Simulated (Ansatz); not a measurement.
**Run report: Pt, geometry relaxation**

The run: geometry relaxation of Pt (1 atom in the cell). Method and program: DFT PBEsol, scalar-relativistic, plane waves, PAW, no spin polarisation (Ansatz 0.2.0).

The structure derives from an entry of the Crystallography Open Database. Figures and captions count atoms from 1; the log counts them from 0 in places.

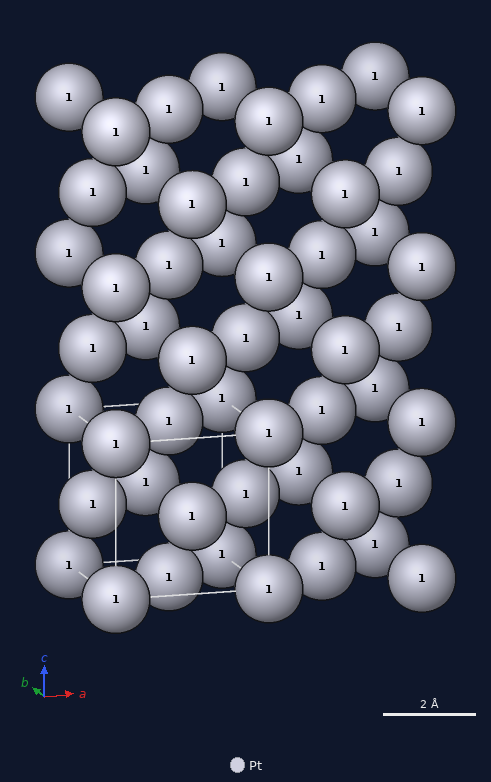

**Figure 1.** The input geometry (spheres-only view of the cell 4 times as large as that of the calculation, set on its symmetry axes, repeated 2 × 1 × 3, seen slightly off an axis; atoms are numbered from 1 in the order of the input).

Summary

- outcome: converged
- space group (tolerance 0.01 Å): Fm-3m (225)
- electrons treated: 18
- free energy: −12381.5168 eV
- Fermi energy: 36.141 eV
- gap on the k-point mesh: none (metallic)
- pressure: 241.00 GPa
- final volume: 10.67 Å³
- largest force (length of the vector) at the end: under 0.001 eV/Å
- final cell: a = 2.471 Å, b = 2.471 Å, c = 2.471 Å, α = 60.00°, β = 60.00°, γ = 60.00°
- hardware: 1 thread of Arm Neoverse V1, 24 GiB of memory available, shared host
- wall time: 11 s
- peak memory: 0.31 GiB

Remarks

Spin–orbit coupling is left out, which matters for Pt. The cell was relaxed to the target pressure of the input; what is minimised is then the enthalpy E + pV.

The input
```yaml
crystal:
  lattice:
    - [0.0, 1.746902906, 1.746902906]
    - [1.746902906, 0.0, 1.746902906]
    - [1.746902906, 1.746902906, 0.0]
  atoms:
    - { symbol: Pt, position: [0.0, 0.0, 0.0] }
basis:
  ecutwfc: 420
kpoints:
  mp_grid: { grid: [20, 20, 20] }
hamiltonian:
  xc: pbesol
scf:
  occupations: { method: fermi_dirac, width: 0.1 }
output:
  forces: true
  stress: true
  eigenvalues: true
  write_density: true
  write_potential: true
  elf: true
  volumetric_format: npy
relax:
  adjacent_minimum: "off"
  f_tol: 0.002
  max_steps: 60
  cell: { stress_tol: 0.1205, p_target: 241.0 }
```

Command:
```bash
ansatz run input.yaml --threads 1 --pin off --max-ram 2560MiB --backend cpu --events-out ev --progress --plain --runs-dir out
```

Output
```
Engine: ansatz 0.2.0, aarch64-unknown-linux-gnu
Pseudopotentials: kind: paw
Pseudopotential: Pt, paw, valence charge 18, recommended cutoff 420 eV (normal), Pt.paw.azcp
Functional definition: PBEsol
  exchange = pbesol_x
  correlation = pbesol_c
Crystal: 1 atoms, lattice volume = 10.662 Å³
Basis set: ecut = 420 eV, 181 PW (Γ), exchange–correlation on 36×36×36 points (8 copies of the dense FFT grid, shifted against one another)
Bands: 13, of which v1, the nominal top of the filled ones, is band 9 counted from 1 (8 counted from 0)
Symmetry: 48 space group operations
Space group: Fm-3m (ITA 225), of the structure as read, at distance tolerance 2.2e-5 Å
k-points: 256 of 8000
Non-local potential: Pt, projectors of the file, l = 0: 3, l = 1: 2, l = 2: 2, l = 3: 1
PAW form: soft (Blöchl's): semilocal exchange-correlation on the pseudo side does not see the compensation charge
PAW frozen core: Pt, regenerated for the run's functional, and the local potential with it (the file was generated under x = pbe(κ = 0.804, μ = 0.2195149727645171), c = pbe(β = 0.06672455060314922))
PAW one-centre angular grid: Pt, 590 points (default); XC on 64 Gauss nodes
Initial density: superposition of atomic densities (neutral atoms: chi_scale 0, normalization atom), corrected by the library's trained network
Initial wavefunctions: pseudopotential atomic-orbital guess
Functional: x = pbesol(κ = 0.804, μ = 0.12345679012345678), c = pbesol(β = 0.046)
SCF iter   1: F=—  HF=-12381.511759 eV  |F-HF|=—  |Δ(HF+E_count)|=         —  Δρ=8.00e-3  dr2=2.58e-3  ethr=1.77e-3  ⟨swp⟩=5.1  Hψ=18470  notcnv=0
preconditioner: auto → none  [metal: Δε(μ)=0.012 eV  Ē_g=18.684 eV  σ=0.100 eV  W_gap=0.03  n_scr=0 (ndim 8)  ℏωp=36.0 eV  f_vac=0.000  D(μ)=0.95/eV (n_scr^D=14)]
SCF iter   2: F=—  HF=-12381.509147 eV  |F-HF|=—  |Δ(HF+E_count)|=   2.61e-3  Δρ=3.18e-3  dr2=1.84e-4  ethr=1.43e-5  ⟨swp⟩=2.5  Hψ=7114  notcnv=0
SCF iter   3: F=—  HF=-12381.508932 eV  |F-HF|=—  |Δ(HF+E_count)|=   2.14e-4  Δρ=1.21e-3  dr2=2.69e-5  ethr=1.02e-6  ⟨swp⟩=1.0  Hψ=3328  notcnv=0
SCF iter   4: F=—  HF=-12381.508912 eV  |F-HF|=—  |Δ(HF+E_count)|=   2.05e-5  Δρ=4.20e-5  dr2=3.58e-8  ethr=1.50e-7  ⟨swp⟩=1.1  Hψ=3485  notcnv=0
iter 5 did not close the SCF: its close was put off for the readings that it lacked (scf_convergence_deferred on its scf_iter line)
SCF iter   5: F=-12381.508912 eV  HF=-12381.508912 eV  |F-HF|=8.55e-11  |Δ(HF+E_count)|=   1.57e-8  Δρ=3.85e-6  dr2=3.01e-10  ethr=1.99e-10  ⟨swp⟩=2.2  Hψ=5631  notcnv=0
SCF iter   6: F=-12381.508912 eV  HF=-12381.508912 eV  |F-HF|=1.82e-12  |Δ(HF+E_count)|=  6.37e-11  Δρ=1.38e-7  dr2=4.80e-13  ethr=1.67e-12  ⟨swp⟩=4.2  Hψ=15862  notcnv=0
SCF 1 converged in 6 iterations: F = -12381.508912 eV  dr2 = 4.80e-13
  greatest PAW one-centre occupation: 1.000 electrons in one spin orbital (limit 2), on the Pt atom at site 0 (counted from 0), in its partial waves of l = 0
relax step   1: F+E_penalty+E_count = -12381.50891187 eV  Δ(F+E_penalty+E_count) = +0.000e0 eV  max|allowed force component| = 0.000e0 eV/Å  Δτ_max = 0.0000 Å  P = +241.644 GPa  Ω = 10.662 Å³  (6 SCF iters, accepted)
Crystal: 1 atoms, lattice volume = 10.678 Å³
Initial density: handed on by an earlier stage of this run
Initial wavefunctions: those handed on with the density
iter 1 solved again at ethr=1.40e-8 eV; its pass at ethr=3.10e-3 eV (dr2=2.52e-6 eV) is discarded
SCF iter   1: F=—  HF=-12381.532540 eV  |F-HF|=—  |Δ(HF+E_count)|=         —  Δρ=1.76e-4  dr2=1.72e-6  ethr=1.40e-8  ⟨swp⟩=2.0  Hψ=21196  notcnv=0
preconditioner: auto → none  [metal: Δε(μ)=0.015 eV  Ē_g=18.672 eV  σ=0.100 eV  W_gap=0.04  n_scr=0 (ndim 8)  ℏωp=35.9 eV  f_vac=0.000  D(μ)=0.95/eV (n_scr^D=14)]
SCF iter   2: F=-12381.532540 eV  HF=-12381.532540 eV  |F-HF|=9.23e-8  |Δ(HF+E_count)|=   5.88e-7  Δρ=4.80e-5  dr2=6.17e-8  ethr=5.56e-10  ⟨swp⟩=6.1  Hψ=20052  notcnv=0
SCF 2 converged in 2 iterations: F = -12381.532540 eV  dr2 = 6.17e-8
relax step   2: F+E_penalty+E_count = -12381.53253983 eV  Δ(F+E_penalty+E_count) = -2.363e-2 eV  max|allowed force component| = 0.000e0 eV/Å  Δτ_max = 0.0000 Å  P = +239.719 GPa  Ω = 10.678 Å³  energy of the carried Pulay correction = -1.625e-5 eV  (2 SCF iters, dr2 threshold 1.00e-7 eV, rejected (line search))
Crystal: 1 atoms, lattice volume = 10.667 Å³
iter 1 solved again at ethr=5.22e-9 eV; its pass at ethr=3.10e-3 eV (dr2=9.40e-7 eV) is discarded
SCF iter   1: F=—  HF=-12381.516827 eV  |F-HF|=—  |Δ(HF+E_count)|=         —  Δρ=8.88e-5  dr2=6.09e-7  ethr=5.22e-9  ⟨swp⟩=2.0  Hψ=21197  notcnv=0
preconditioner: auto → none  [metal: Δε(μ)=0.015 eV  Ē_g=18.687 eV  σ=0.100 eV  W_gap=0.04  n_scr=0 (ndim 8)  ℏωp=36.0 eV  f_vac=0.000  D(μ)=0.95/eV (n_scr^D=14)]
SCF iter   2: F=—  HF=-12381.516827 eV  |F-HF|=—  |Δ(HF+E_count)|=   5.60e-7  Δρ=9.07e-6  dr2=2.44e-9  ethr=3.38e-9  ⟨swp⟩=2.1  Hψ=4968  notcnv=0
SCF iter   3: F=—  HF=-12381.516827 eV  |F-HF|=—  |Δ(HF+E_count)|=   2.07e-9  Δρ=4.00e-6  dr2=4.29e-10  ethr=1.00e-12  ⟨swp⟩=6.0  Hψ=14559  notcnv=0
SCF iter   4: F=-12381.516827 eV  HF=-12381.516827 eV  |F-HF|=3.64e-12  |Δ(HF+E_count)|=  5.84e-10  Δρ=3.78e-7  dr2=7.20e-12  ethr=1.00e-12  ⟨swp⟩=4.4  Hψ=13988  notcnv=0
SCF 3 converged in 4 iterations: F = -12381.516827 eV  dr2 = 7.20e-12
relax step   3: F+E_penalty+E_count = -12381.51682672 eV  Δ(F+E_penalty+E_count) = -7.915e-3 eV  max|allowed force component| = 0.000e0 eV/Å  Δτ_max = 0.0000 Å  P = +241.000 GPa  Ω = 10.667 Å³  energy of the carried Pulay correction = -5.431e-6 eV  (4 SCF iters, accepted)
Initial wavefunctions: pseudopotential atomic-orbital guess (no wavefunctions were taken with the density)
iter 1 solved again at ethr=8.21e-9 eV; its pass at ethr=3.10e-3 eV (dr2=1.48e-6 eV) is discarded
SCF iter   1: F=—  HF=-12381.516839 eV  |F-HF|=—  |Δ(HF+E_count)|=         —  Δρ=3.87e-6  dr2=2.46e-10  ethr=8.21e-9  ⟨swp⟩=3.1  Hψ=27228  notcnv=0
SCF iter   2: F=-12381.516838 eV  HF=-12381.516838 eV  |F-HF|=1.27e-11  |Δ(HF+E_count)|=   2.59e-7  Δρ=1.79e-6  dr2=4.84e-11  ethr=1.00e-12  ⟨swp⟩=4.9  Hψ=18003  notcnv=0
SCF 4 converged in 2 iterations: F = -12381.516838 eV  dr2 = 4.84e-11
relax step   4: F+E_penalty+E_count = -12381.51683847 eV  Δ(F+E_penalty+E_count) = -1.175e-5 eV  max|allowed force component| = 0.000e0 eV/Å  Δτ_max = 0.0000 Å  P = +240.999 GPa  Ω = 10.667 Å³  stress off target by 6.92e-4 GPa  SCF on the basis re-selected at this cell (its energy is not comparable with the rows above)  (2 SCF iters)
```

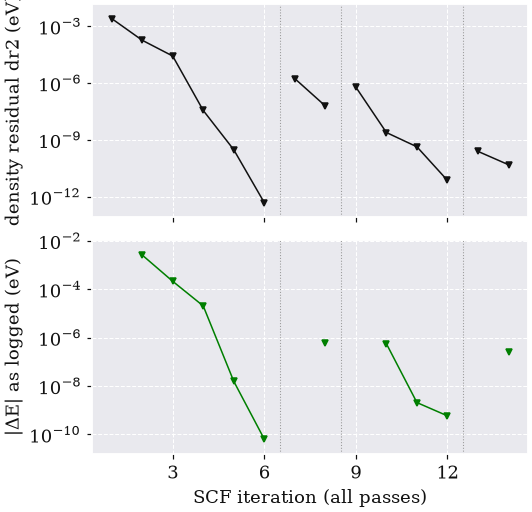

**Figure 2.** Convergence of the self-consistent field: density residual dr2 and size of the energy change against the SCF iteration. The dotted lines part the SCF passes of the relaxation: geometry steps, rejected trials and re-solves on a re-selected basis. The passes take 6, 2, 4 and 2 iterations.

```
basis re-selected at this cell: Δ(F+E_penalty+E_count) = -1.175e-5 eV, ΔP = -0.001 GPa vs the last step (what re-selecting the basis moved, of the pressure what is left beyond the Pulay correction that the steps carried, after the strain that the cell walked since its last selection, with what the two solves' SCF thresholds leave and, on support functions, any second-order correction that the steps lacked; it is no measure of the basis error at this ecutwfc). This SCF's stress stands 6.92e-4 GPa from its target on what of the cell is left free (relax.cell.stress_tol is 1.20e-1 GPa) and its largest allowed force component is 0.00e0 eV/Å (relax.f_tol is 2.00e-3 eV/Å): within both
SCF converged after 2 iterations
Free energy (F): -12381.516838 eV
Harris-Foulkes:  -12381.516838 eV  (|F-HF|=1.27e-11)
Internal energy: -12381.485762 eV  (E = F + TS)
E sigma→0 (E₀):  -12381.501300 eV
Entropy (-TS):   -0.031077 eV (-31.077 meV/atom)
Fermi energy:    36.140821 eV
--- Per-component energies (eV) ---
  E_band       = 61.642705
  E_kinetic    = 660.077337
  E_local      = -1002.689432  (includes V_loc(G=0)·N_el)
  E_nonlocal   = 205.401588
  E_hartree    = 403.026771
  E_xc         = -267.634958
  E_vxc        = -312.037395  (∫ρ·V_xc dr)
  E_paw        = -9319.238849  (= ΣΔE_a)
  E_vpaw       = -295.163118  (= ΣTr[D̂ρ^β])
  E_aug_tail   = 0.000190  (compensation charges beyond the density's cutoff)
  E_ewald      = -3060.715390
  E_core_change = 0.286981  (= ΣΔE_core)
  E_smearing   = -0.031077  (= −TS)
  E_closure    = 0.000000  (closes the sum)
  Σ components = -12381.516838   (vs F -12381.516838, Δ=0.00e0)
--- Forces (eV/Å), atoms counted from 1 ---
  atom   1  Pt    -0.00000000    -0.00000000    -0.00000000
  max |Σ_I F_I| component: 1.45e-30 eV/Å
--- Stress (GPa, compression-positive) ---
      240.999308      -0.000000      -0.000000
       -0.000000     240.999308      -0.000000
       -0.000000      -0.000000     240.999308
  P = ⅓ Tr σ = 240.9993 GPa (2409.993 kbar)
--- Band table (eV; the first three rows and the last of 256) ---
  k-point 0: bands = ["-64.0855", "-17.6342", "-17.6342", "-17.6342", "21.3956", "29.4887", "29.4887", "29.4887", "33.2758", "33.2758", "48.9256", "55.9242", "55.9242"]
  k-point 1: bands = ["-64.0813", "-17.6772", "-17.6398", "-17.6398", "21.5444", "29.4036", "29.5557", "29.5557", "33.2247", "33.2247", "49.1941", "55.3101", "56.1792"]
  k-point 2: bands = ["-64.0691", "-17.8010", "-17.6559", "-17.6559", "21.9733", "29.1838", "29.7363", "29.7363", "33.1032", "33.1032", "49.9433", "54.0241", "56.9264"]
  k-point 255: bands = ["-63.8550", "-18.7139", "-18.7139", "-18.2550", "26.3140", "28.3590", "28.3590", "32.3621", "37.1230", "46.0175", "46.5240", "46.5240", "51.7095"]
--- Relaxed structure (3 steps of the walk, 2 accepted, 1 SCFs on fresh bases) ---
  F+E_penalty+E_count = -12381.51683847 eV   max|allowed force component| = 0.000e0 eV/Å   (the final SCF, on the basis selected at the relaxed cell)
  cell:  # Å, volume = 10.6672 Å³
    - [1.019074406579118e-34, 1.747190046125809, 1.747190046125809]
    - [1.747190046125809, -6.36921504111947e-36, 1.747190046125809]
    - [1.747190046125809, 1.747190046125809, -1.0827665569903128e-34]
  atoms:
    - { symbol: Pt, position: [0.0, 0.0, 0.0] }
```

Trajectory as extended XYZ (Å, eV, eV/Å), 4 frames, from step=1 to step=4
```
1
Lattice="0.0000 1.7469 1.7469 1.7469 0.0000 1.7469 1.7469 1.7469 0.0000" Properties=species:S:1:pos:R:3:forces:R:3 step=1 energy=-12381.50891 pressure_GPa=241.64
Pt    0.0000    0.0000    0.0000    0.0000   0.0000   0.0000
1
Lattice="0.0000 1.7478 1.7478 1.7478 0.0000 1.7478 1.7478 1.7478 0.0000" Properties=species:S:1:pos:R:3:forces:R:3 step=2 energy=-12381.53254 pressure_GPa=239.72 accepted=F
Pt    0.0000    0.0000    0.0000    0.0000   0.0000   0.0000
1
Lattice="0.0000 1.7472 1.7472 1.7472 0.0000 1.7472 1.7472 1.7472 0.0000" Properties=species:S:1:pos:R:3:forces:R:3 step=3 energy=-12381.51683 pressure_GPa=241.00
Pt    0.0000    0.0000    0.0000    0.0000   0.0000   0.0000
1
Lattice="0.0000 1.7472 1.7472 1.7472 0.0000 1.7472 1.7472 1.7472 0.0000" Properties=species:S:1:pos:R:3:forces:R:3 step=4 energy=-12381.51684 pressure_GPa=241.00
Pt    0.0000    0.0000    0.0000    0.0000   0.0000   0.0000
```

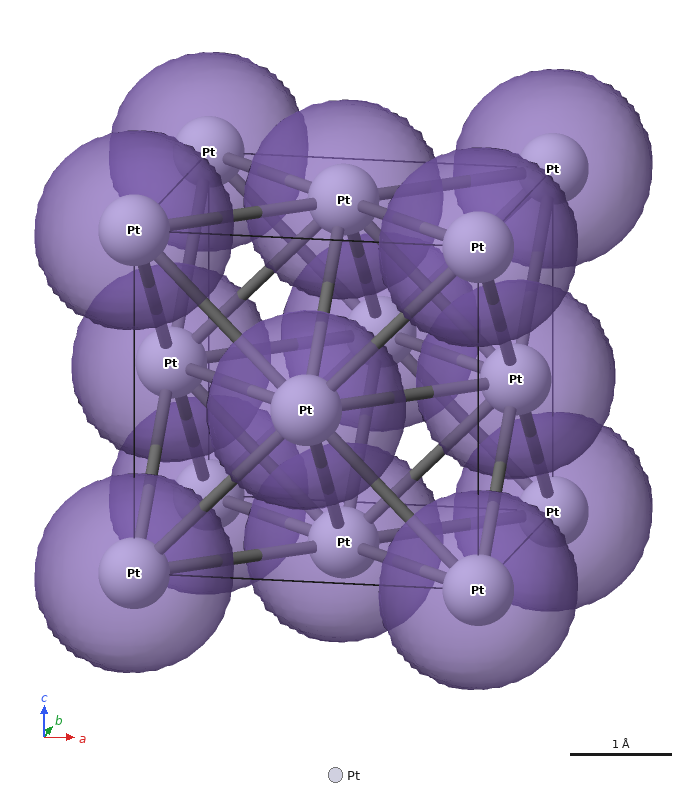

**Figure 3.** Isosurface of the valence electron density at 1 e/Å³ (purple), seen slightly off an axis. Sticks mark near contacts. The outline is the cell set on symmetry axes. At this value the density breaks into separate islands; it holds about 75 % of the electrons treated as valence (semicore included). It is pinched off along the Pt–Pt (2.47 Å) contacts. On the grid the lowest density along these lines, outside the cores, is 0.69 e/Å³ (Pt–Pt, 2.47 Å). In a PAW calculation such maps are meaningful between the atoms, not at the nuclei.

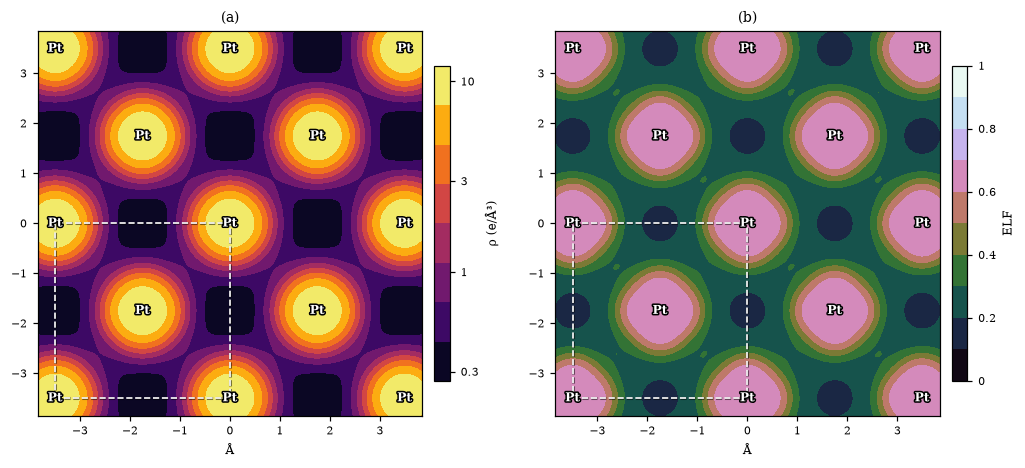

**Figure 4.** (a) valence charge density (pseudo); (b) ELF on the (001) plane of the conventional cell. The section cuts through Pt sites. Pt–Pt (2.47 Å): ρ is about 0.69 e/Å³ halfway; the ELF is about 0.30 at the midpoint; no shared electron pair. Away from the nuclei the density in this plane falls to 0.27 e/Å³ at its lowest. The strong features right at Pt lie inside the PAW spheres (semicore, d or f shells) and say nothing about bonding.
